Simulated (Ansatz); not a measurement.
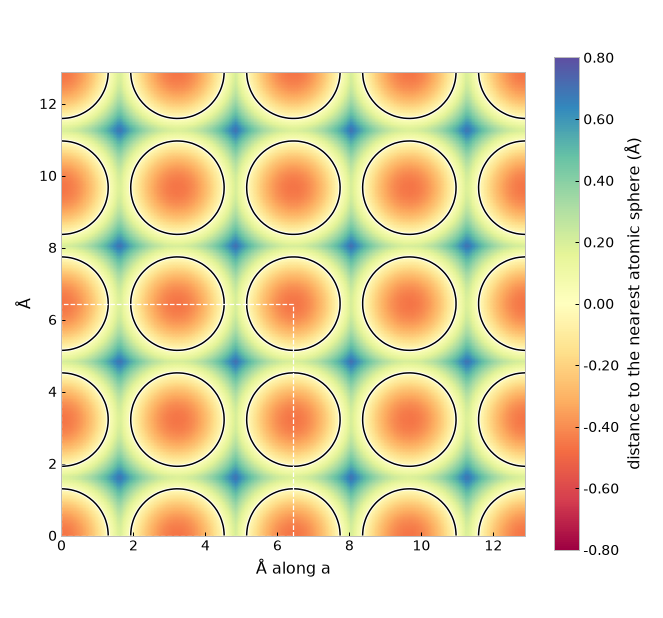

Map of the distance to the nearest atomic sphere in TePb (Fm-3m), computed on the section z = 0.250 (parallel to a and b; the dashed line is one cell). The black line marks the spheres' surfaces; positive values are empty space; unlabelled circles belong to atoms above or below the section.

Atoms are hard spheres with Shannon crystal radii (six-coordinate where tabulated): Te 2.07 Å, Pb 1.33 Å.

Origin of the cell: coordinates from a relaxation with DFT PBEsol, scalar-relativistic, plane waves, PAW in Ansatz 0.2.0.

```cif
data_structure
_symmetry_space_group_name_H-M 'Fm-3m'
_symmetry_Int_Tables_number 225
_cell_length_a 6.4431
_cell_length_b 6.4431
_cell_length_c 6.4431
_cell_angle_alpha 90.000
_cell_angle_beta 90.000
_cell_angle_gamma 90.000
_cell_volume 267.47
loop_
_atom_site_label
_atom_site_type_symbol
_atom_site_symmetry_multiplicity
_atom_site_Wyckoff_symbol
_atom_site_fract_x
_atom_site_fract_y
_atom_site_fract_z
_atom_site_occupancy
Te1 Te 4 b 0.50000 0.00000 0.00000 1
Pb1 Pb 4 a 0.00000 0.00000 0.00000 1
```

Question: Where is the largest hole in this section, and how large is it?

Answer: At 0.250, 0.250, 0.250 (fractional), where the distance reaches 0.72 Å; it is enclosed by 4 Te in a tetrahedral arrangement. It is the largest hole of the crystal.

Question: How much of the crystal lies outside the spheres?

Answer: About 30 % of the cell's volume, and 49 % of this section's area.

Question: What can pass through?

Answer: The largest sphere that fits anywhere has a diameter of 1.44 Å; the largest that can travel through the crystal, about 0.6 Å.
